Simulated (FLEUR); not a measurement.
# free-standing square Co monolayer, spacing 2.5 A: cost and accuracy of the basis cutoff, part 3 of 3

Aim: see how far the moments and order energies of free-standing square Co monolayer, spacing 2.5 A move with the basis cutoff, and what each rung costs.

FLEUR MaX-R8.1; PBE; all-electron FLAPW film, Dirac cores, scalar-relativistic bands.

So far, largest spin moment in the muffin-tin sphere (μB): step 2 (rung 1 (Kmax 2.2 1/bohr), start ferro +) 1.21; step 5 (rung 2 (Kmax 2.75 1/bohr), start antiferro q=(1/2,1/2,0) +-) 1.56; step 6 (rung 3 (Kmax 3.29 1/bohr), start ferro +) 2.04; step 7 (rung 3 (Kmax 3.29 1/bohr), start antiferro q=(1/2,1/2,0) +-) 1.78; step 8 (rung 4 (Kmax 3.84 1/bohr), start ferro +) 2.07.

## Step 9: Rung 4 (Kmax 3.84 1/bohr), start antiferro q=(1/2,1/2,0) +-

The k list default-1 (kpts.xml, not shown) is a Γ-centred 6×12×1 mesh.

inp.xml reads:

```
<?xml version="1.0" encoding="UTF-8" standalone="no"?>
<fleurInput fleurInputVersion="0.39">
   <comment>
      Co
   </comment>
   <calculationSetup>
      <cutoffs Kmax="3.84" Gmax="11.5" GmaxXC="11.5" numbands="0"/>
      <scfLoop itmax="120" minDistance="0.00002" maxIterBroyd="15" imix="Anderson" alpha="0.03" precondParam="0.0" spinf="2.0" sdNocoIR="T"/>
      <coreElectrons ctail="T" frcor="F" kcrel="0" coretail_lmax="0"/>
      <xcFunctional name="pbe" relativisticCorrections="F"/>
      <magnetism jspins="2"/>
      <soc l_soc="F" theta="0.0" phi="0.0" spav="F"/>
      <expertModes spex="0" secvar="F"/>
      <geometryOptimization l_f="F" forcealpha="1.0" forcemix="BFGS" epsdisp="0.00001" epsforce="0.00001"/>
      <ldaU l_linMix="F" mixParam="0.05" spinf="1.0"/>
   </calculationSetup>
   <cell>
      <bzIntegration valenceElectrons="34.0" mode="hist" fermiSmearingEnergy="0.00110248">
         <kPointListSelection listName="default-1"/>
         <xi:include xmlns:xi="http://www.w3.org/2001/XInclude" href="kpts.xml"> </xi:include>
      </bzIntegration>
      <xi:include xmlns:xi="http://www.w3.org/2001/XInclude" href="sym.xml"> </xi:include>
      <filmLattice scale="1.0" dVac="5.28" dTilda="7.78">
         <bravaisMatrixFilm>
            <row-1>    9.4486306229999997     0.0000000000000000</row-1>
            <row-2>    4.7243153114999998     4.7243153114999998</row-2>
         </bravaisMatrixFilm>
         <vacuumEnergyParameters vacuum="1" spinUp="-.25" spinDown="-.25"/>
      </filmLattice>
   </cell>
   <atomSpecies>
      <species name="Cobalt (Co2.000" element="Co" atomicNumber="27">
         <mtSphere radius="2.24" gridPoints="741" logIncrement="0.016"/>
         <atomicCutoffs lmax="6" lnonsphr="4"/>
         <electronConfig flipSpins="F">
            <coreConfig>(1s1/2) (2s1/2) (2p1/2) (2p3/2)</coreConfig>
            <valenceConfig>(3s1/2) (3p1/2) (3p3/2) (4s1/2) (3d3/2) (3d5/2)</valenceConfig>
            <stateOccupation state="(3d3/2)" spinUp="1.5" spinDown="1.3"/>
            <stateOccupation state="(3d5/2)" spinUp="3.0" spinDown="1.2"/>
         </electronConfig>
         <energyParameters s="4" p="4" d="3" f="4"/>
         <lo type="SCLO" l="0" n="3" eDeriv="0"/>
         <lo type="SCLO" l="1" n="3" eDeriv="0"/>
      </species>
      <species name="Cobalt (Co-2.000" element="Co" atomicNumber="27">
         <mtSphere radius="2.24" gridPoints="741" logIncrement="0.016"/>
         <atomicCutoffs lmax="6" lnonsphr="4"/>
         <electronConfig flipSpins="F">
            <coreConfig>(1s1/2) (2s1/2) (2p1/2) (2p3/2)</coreConfig>
            <valenceConfig>(3s1/2) (3p1/2) (3p3/2) (4s1/2) (3d3/2) (3d5/2)</valenceConfig>
            <stateOccupation state="(3d3/2)" spinUp="1.3" spinDown="1.5"/>
            <stateOccupation state="(3d5/2)" spinUp="1.2" spinDown="3.0"/>
         </electronConfig>
         <energyParameters s="4" p="4" d="3" f="4"/>
         <lo type="SCLO" l="0" n="3" eDeriv="0"/>
         <lo type="SCLO" l="1" n="3" eDeriv="0"/>
      </species>
   </atomSpecies>
   <atomGroups>
      <atomGroup species="Cobalt (Co2.000">
         <filmPos label="                   1">.0000000000 .0000000000 .0000000000</filmPos>
         <force calculate="T" relaxXYZ="TTT"/>
      </atomGroup>
      <atomGroup species="Cobalt (Co-2.000">
         <filmPos label="                   2">1.000/2.000 .0000000000 .0000000000</filmPos>
         <force calculate="T" relaxXYZ="TTT"/>
      </atomGroup>
   </atomGroups>
   <output dos="F" band="F" slice="F">
      <bandDOS minEnergy="-.5*Htr" maxEnergy="0.5*Htr" sigma="0.015" storeEVData="T"/>
      <plotting iplot="0" polar="F">
         <plot TwoD="T" vec1="  1.0  0.0  0.0" vec2="  0.0  1.0  0.0" vec3="  0.0  0.0  1.0" zero="  0.0  0.0 -0.5" file="plot"/>
      </plotting>
      <moessbauerParams electricFieldGradient="F" isomerShift="F" coreHyperfine="F" valenceHyperfine="F"/>
   </output>
</fleurInput>
```

crystal.txt reads:

```
Co
&input film=T cartesian=F /
5.00000000000  0.00000000000  0.00000000000
2.50000000000  2.50000000000  0.00000000000
0.00000000000  0.00000000000  1.00000000000
1.8897261246
1.0 1.0 1.0

2
27 0.00000000000  0.00000000000  0.00000000000 : 2.000
27 0.50000000000  0.00000000000  0.00000000000 : -2.000

&kpt div1=6 div2=12 div3=1 gamma=T /
```

On the command line:

```console
$ OMP_NUM_THREADS=1 inpgen -f crystal.txt > inpgen.log  # inp.xml is then edited as shown
$ OMP_NUM_THREADS=1 mpirun -n 2 fleur_MPI > fleur.log
```

What it wrote:

```text
[banner, memory and clock lines left out]
Welcome to FLEUR        (www.flapw.de)
      MaX-Release 8.1          (www.max-centre.eu)

 ========== k-point set info ==========
 Selected k-point list: default-1
 k-point list type: mesh
 0 x 0 x 0
 Number of k points: 26

 [... set-up left out ...]
 Iteration:     1   Distance:      23.75123256 me/bohr^3
 Iteration:     2   Distance:      20.57319104 me/bohr^3
 Iteration:     3   Distance:      10.06587500 me/bohr^3
 Iteration:     4   Distance:      11.81119325 me/bohr^3
 Iteration:     5   Distance:      11.81329891 me/bohr^3
[...]
<sumOfEigenvalues value="    -1631.4113360093">
               <coreElectrons value="-1585.1426703728"/>
               <valenceElectrons value="-46.2686656365"/>
            </sumOfEigenvalues>
         [... left out ...]
            <freeEnergy value="-2786.7787435419"/>
            <extrapolationTo0K value="-2786.7783932818"/>
         </totalEnergy>
         <densityConvergence units="me/bohr^3">
            <chargeDensity spin="1" distance="0.0000031375"/>
            <chargeDensity spin="2" distance="0.0000041614"/>
            <overallChargeDensity distance="0.0000047688"/>
            <spinDensity distance="0.0000056196"/>
         </densityConvergence>
      </iteration>
```

Run time: 1.8 min. Hardware: 2 MPI ranks of Arm Neoverse V1, shared host; peak memory 0.2 GiB.

This step gave:

```
free energy                                                       : -75832.1128 eV
program's band gap on this mesh (in a metal only a level spacing) : 1.21e-5 eV
magnetization                                                     : 0 μB
final state                                                       : antiferromagnetic
largest moment                                                    : 1.794 μB
```

This start lies +366.4 meV a seeded atom from the first, a change of -11.6 meV since rung 3; its largest moment is 1.79 μB.

## Step 10: Rung 5 (Kmax 4.39 1/bohr), start ferro +

The k list default-1 (kpts.xml, not shown) is a Γ-centred 12×12×1 mesh.

inp.xml: that of step 9 with these lines changed.

```diff
@@ -6,3 +6,3 @@
    <calculationSetup>
-      <cutoffs Kmax="3.84" Gmax="11.5" GmaxXC="11.5" numbands="0"/>
+      <cutoffs Kmax="4.39" Gmax="13.2" GmaxXC="13.2" numbands="0"/>
       <scfLoop itmax="120" minDistance="0.00002" maxIterBroyd="15" imix="Anderson" alpha="0.03" precondParam="0.0" spinf="2.0" sdNocoIR="T"/>
@@ -17,3 +17,3 @@
    <cell>
-      <bzIntegration valenceElectrons="34.0" mode="hist" fermiSmearingEnergy="0.00110248">
+      <bzIntegration valenceElectrons="17.0" mode="hist" fermiSmearingEnergy="0.00110248">
          <kPointListSelection listName="default-1"/>
@@ -24,4 +24,4 @@
          <bravaisMatrixFilm>
-            <row-1>    9.4486306229999997     0.0000000000000000</row-1>
-            <row-2>    4.7243153114999998     4.7243153114999998</row-2>
+            <row-1>    4.7243153114999998     0.0000000000000000</row-1>
+            <row-2>    0.0000000000000000     4.7243153114999998</row-2>
          </bravaisMatrixFilm>
@@ -44,15 +44,2 @@
       </species>
-      <species name="Cobalt (Co-2.000" element="Co" atomicNumber="27">
-         <mtSphere radius="2.24" gridPoints="741" logIncrement="0.016"/>
-         <atomicCutoffs lmax="6" lnonsphr="4"/>
-         <electronConfig flipSpins="F">
-            <coreConfig>(1s1/2) (2s1/2) (2p1/2) (2p3/2)</coreConfig>
-            <valenceConfig>(3s1/2) (3p1/2) (3p3/2) (4s1/2) (3d3/2) (3d5/2)</valenceConfig>
-            <stateOccupation state="(3d3/2)" spinUp="1.3" spinDown="1.5"/>
-            <stateOccupation state="(3d5/2)" spinUp="1.2" spinDown="3.0"/>
-         </electronConfig>
-         <energyParameters s="4" p="4" d="3" f="4"/>
-         <lo type="SCLO" l="0" n="3" eDeriv="0"/>
-         <lo type="SCLO" l="1" n="3" eDeriv="0"/>
-      </species>
    </atomSpecies>
@@ -61,6 +48,2 @@
          <filmPos label="                   1">.0000000000 .0000000000 .0000000000</filmPos>
-         <force calculate="T" relaxXYZ="TTT"/>
-      </atomGroup>
-      <atomGroup species="Cobalt (Co-2.000">
-         <filmPos label="                   2">1.000/2.000 .0000000000 .0000000000</filmPos>
          <force calculate="T" relaxXYZ="TTT"/>
```

crystal.txt reads:

```
Co
&input film=T cartesian=F /
2.50000000000  0.00000000000  0.00000000000
0.00000000000  2.50000000000  0.00000000000
0.00000000000  0.00000000000  1.00000000000
1.8897261246
1.0 1.0 1.0

1
27 0.00000000000  0.00000000000  0.00000000000 : 2.000

&kpt div1=12 div2=12 div3=1 gamma=T /
```

What it wrote:

```text
[banner, memory and clock lines left out]
Welcome to FLEUR        (www.flapw.de)
      MaX-Release 8.1          (www.max-centre.eu)

 ========== k-point set info ==========
 Selected k-point list: default-1
 k-point list type: mesh
 12 x 12 x 1
 Number of k points: 28

 [... set-up left out ...]
 Iteration:     1   Distance:      17.82438764 me/bohr^3
 Iteration:     2   Distance:      15.01608415 me/bohr^3
 Iteration:     3   Distance:       8.02078143 me/bohr^3
 Iteration:     4   Distance:       7.45436911 me/bohr^3
 Iteration:     5   Distance:       3.50058422 me/bohr^3
[...]
<sumOfEigenvalues value="     -816.1006816042">
               <coreElectrons value="-792.7204699808"/>
               <valenceElectrons value="-23.3802116235"/>
            </sumOfEigenvalues>
         [... left out ...]
            <freeEnergy value="-1393.4043104587"/>
            <extrapolationTo0K value="-1393.4042127990"/>
         </totalEnergy>
         <densityConvergence units="me/bohr^3">
            <chargeDensity spin="1" distance="0.0000034289"/>
            <chargeDensity spin="2" distance="0.0000181382"/>
            <overallChargeDensity distance="0.0000173341"/>
            <spinDensity distance="0.0000195200"/>
         </densityConvergence>
      </iteration>
```

Elapsed: 24 s, on 2 MPI ranks; peak memory 0.12 GiB.

Read from the output:

```yaml
free_energy: -37916.4629 eV
program_s_band_gap_on_this_mesh_in_a_metal_only_a_level_spacing: 0.04600 eV
magnetization: 2.001 μB
final_state: ferromagnetic
largest_moment: 2.073 μB
```

The largest moment moves by +0.01 μB from rung 4, at 1.5 times its CPU time.

## Step 11: Rung 5 (Kmax 4.39 1/bohr), start antiferro q=(1/2,1/2,0) +-

The k list default-1 (kpts.xml, not shown) is a Γ-centred 6×12×1 mesh.

inp.xml: that of step 10 with these lines changed.

```diff
@@ -17,3 +17,3 @@
    <cell>
-      <bzIntegration valenceElectrons="17.0" mode="hist" fermiSmearingEnergy="0.00110248">
+      <bzIntegration valenceElectrons="34.0" mode="hist" fermiSmearingEnergy="0.00110248">
          <kPointListSelection listName="default-1"/>
@@ -24,4 +24,4 @@
          <bravaisMatrixFilm>
-            <row-1>    4.7243153114999998     0.0000000000000000</row-1>
-            <row-2>    0.0000000000000000     4.7243153114999998</row-2>
+            <row-1>    9.4486306229999997     0.0000000000000000</row-1>
+            <row-2>    4.7243153114999998     4.7243153114999998</row-2>
          </bravaisMatrixFilm>
@@ -44,2 +44,15 @@
       </species>
+      <species name="Cobalt (Co-2.000" element="Co" atomicNumber="27">
+         <mtSphere radius="2.24" gridPoints="741" logIncrement="0.016"/>
+         <atomicCutoffs lmax="6" lnonsphr="4"/>
+         <electronConfig flipSpins="F">
+            <coreConfig>(1s1/2) (2s1/2) (2p1/2) (2p3/2)</coreConfig>
+            <valenceConfig>(3s1/2) (3p1/2) (3p3/2) (4s1/2) (3d3/2) (3d5/2)</valenceConfig>
+            <stateOccupation state="(3d3/2)" spinUp="1.3" spinDown="1.5"/>
+            <stateOccupation state="(3d5/2)" spinUp="1.2" spinDown="3.0"/>
+         </electronConfig>
+         <energyParameters s="4" p="4" d="3" f="4"/>
+         <lo type="SCLO" l="0" n="3" eDeriv="0"/>
+         <lo type="SCLO" l="1" n="3" eDeriv="0"/>
+      </species>
    </atomSpecies>
@@ -48,2 +61,6 @@
          <filmPos label="                   1">.0000000000 .0000000000 .0000000000</filmPos>
+         <force calculate="T" relaxXYZ="TTT"/>
+      </atomGroup>
+      <atomGroup species="Cobalt (Co-2.000">
+         <filmPos label="                   2">1.000/2.000 .0000000000 .0000000000</filmPos>
          <force calculate="T" relaxXYZ="TTT"/>
```

crystal.txt reads:

```
Co
&input film=T cartesian=F /
5.00000000000  0.00000000000  0.00000000000
2.50000000000  2.50000000000  0.00000000000
0.00000000000  0.00000000000  1.00000000000
1.8897261246
1.0 1.0 1.0

2
27 0.00000000000  0.00000000000  0.00000000000 : 2.000
27 0.50000000000  0.00000000000  0.00000000000 : -2.000

&kpt div1=6 div2=12 div3=1 gamma=T /
```

What it wrote:

```text
[banner, memory and clock lines left out]
Welcome to FLEUR        (www.flapw.de)
      MaX-Release 8.1          (www.max-centre.eu)

 ========== k-point set info ==========
 Selected k-point list: default-1
 k-point list type: mesh
 0 x 0 x 0
 Number of k points: 26

 [... set-up left out ...]
 Iteration:     1   Distance:      24.28473472 me/bohr^3
 Iteration:     2   Distance:      21.04646362 me/bohr^3
 Iteration:     3   Distance:      10.15113652 me/bohr^3
 Iteration:     4   Distance:      11.93166938 me/bohr^3
 Iteration:     5   Distance:      11.92712455 me/bohr^3
[...]
<sumOfEigenvalues value="    -1631.3895269332">
               <coreElectrons value="-1585.1218225119"/>
               <valenceElectrons value="-46.2677044213"/>
            </sumOfEigenvalues>
         [... left out ...]
            <freeEnergy value="-2786.7817944002"/>
            <extrapolationTo0K value="-2786.7814318087"/>
         </totalEnergy>
         <densityConvergence units="me/bohr^3">
            <chargeDensity spin="1" distance="0.0000103894"/>
            <chargeDensity spin="2" distance="0.0000073885"/>
            <overallChargeDensity distance="0.0000063042"/>
            <spinDensity distance="0.0000168913"/>
         </densityConvergence>
      </iteration>
```

Wall time 2.9 min (2 MPI ranks); peak memory 0.23 GiB.

This step gave:

* free energy: -75832.1958 eV
* program's band gap on this mesh (in a metal only a level spacing): 1.29e-5 eV
* magnetization: 0 μB
* final state: antiferromagnetic
* largest moment: 1.797 μB

This start lies +365.0 meV a seeded atom from the first, a change of -1.4 meV since rung 4; its largest moment is 1.80 μB.

## Step 12: The rungs together

Ladder, by row:

```csv
rung,Kmax (1/bohr),state from the first start,state from the second start,second less first (meV a seeded atom),"moment, first (μB)","moment, second (μB)","CPU time (s), all starts"
1,2.2,ferromagnetic,antiferromagnetic,-30.38,1.209,1.055,52.15
2,2.75,ferromagnetic,antiferromagnetic,338.2,1.951,1.563,115.2
3,3.29,ferromagnetic,antiferromagnetic,378,2.036,1.785,132.4
4,3.84,ferromagnetic,antiferromagnetic,366.4,2.065,1.794,243.3
5,4.39,ferromagnetic,antiferromagnetic,365,2.073,1.797,390.6
```

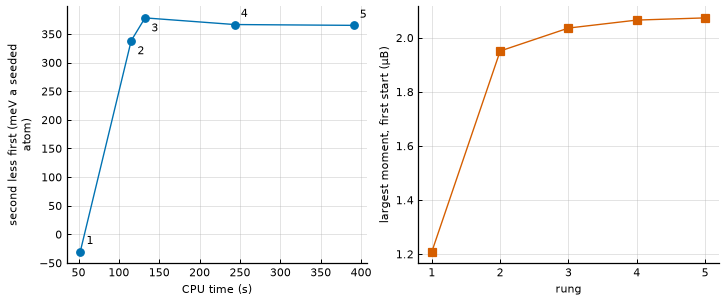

Result against cost, rungs numbered as in the table, and the moment by rung.

## Step 13: Results

| Quantity | Value |
| --- | --- |
| range of the moment in the table, first start | 1.21 to 2.07 μB |
| range of CPU time | 52 s to 6.5 min |
| range of the energy difference | -30.4 to 378 meV a seeded atom |
| first rung from which all stay within 18 meV of the last, moments within 0.06 μB | 3 |

**Reading.** From rung 3 on the result stays within 13 meV of the last rung, inside the margin of 18 meV (5 % of the last value, 2 meV at least; moments within 0.06 μB), at 34 % of the last rung's cost. The sign of the difference changes along the ladder, so the order that comes out lowest hangs on the rung. Differences are of free energies, so a wide smearing enters them.

[Logs and program files are shortened in this print: banners, set-up blocks, solver, clock and traceback lines can be left out without a mark of their own.]

[Logs are printed without paths, hosts, clocks, repeated set-up lines and the standing remarks that a program may print on its own settings, such as how far it seeks lower states.]

[Hosts, paths, dates, database ids (printed as entryN), source tags and the programs' standing remarks are cut or masked in the printed files.]

[Where a cell is said to come from a database of computed structures, the database is the Materials Project.]
